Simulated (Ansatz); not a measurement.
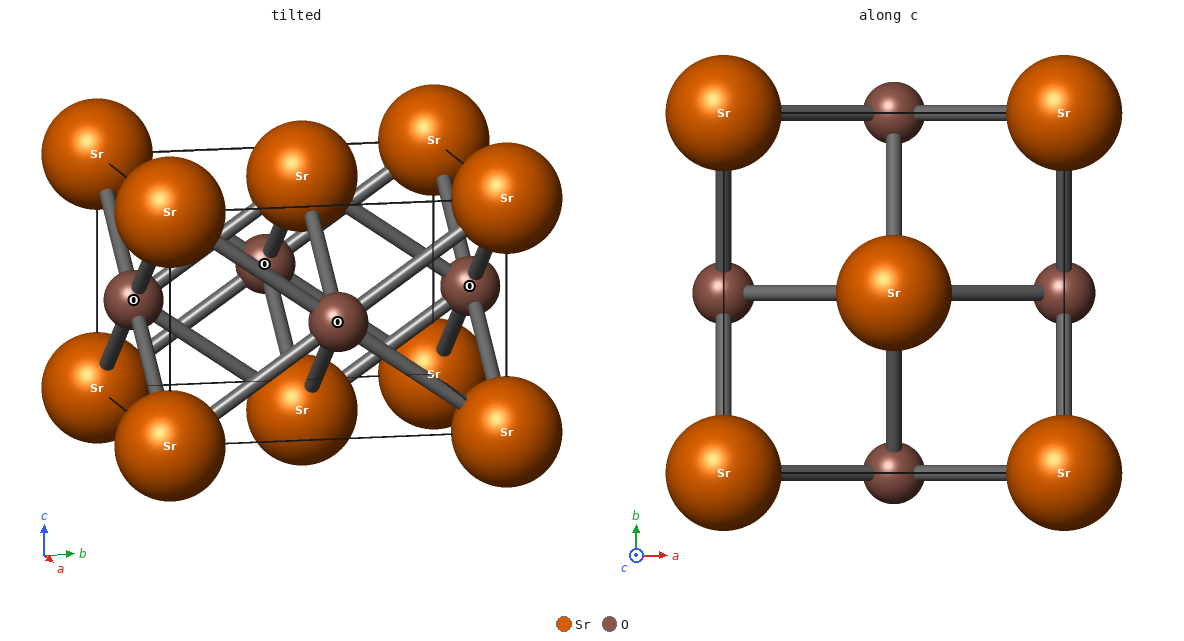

Ball-and-stick drawing of the structure, looking slightly off an axis and along the c axis. Lines trace the edges of the conventional unit cell.

SrO, space group Cmmm (No. 65), a = 4.267 Å, b = 4.509 Å, c = 3.103 Å, α = 90.00°, β = 90.00°, γ = 90.00°. The initial geometry was a structure type filled with these elements by a generator (whether the compound takes this form wasn't checked). The cell was then strained or its atoms displaced on purpose. It was run through Ansatz as a DFT input.

This one geometry was computed with Ansatz (DFT, plane waves, PAW) at three levels of theory: HSE06, r2SCAN and PBE. It was relaxed with r2SCAN and then strained.

Question: Which level gives the highest pressure at this volume, and what does that say about its equilibrium volume?

Answer: Highest: PBE (3.1 GPa), which points to the largest equilibrium volume. Lowest, with the smallest volume: HSE06 (0.1 GPa) and r2SCAN (0.4 GPa). Levels within 0.5 GPa of each other can't be told apart.

Question: How does the band gap change with the level of theory?

Answer: PBE: a gap of 2.81 eV, indirect; r2SCAN: a gap of 3.32 eV, indirect; HSE06: a gap of 4.34 eV, indirect.

Question: Collect the results in a table.

Answer:
| level | cutoff (eV) | k-mesh of the run's cell | gap (eV) | pressure (GPa) |
| --- | --- | --- | --- | --- |
| HSE06 | 420 | 6×6×6 | 4.34 | 0.1 |
| r2SCAN | 500 | 8×8×8 | 3.32 | 0.4 |
| PBE | 420 | 8×8×8 | 2.81 | 3.1 |

Gaps are taken on the k-mesh or band path of each run.
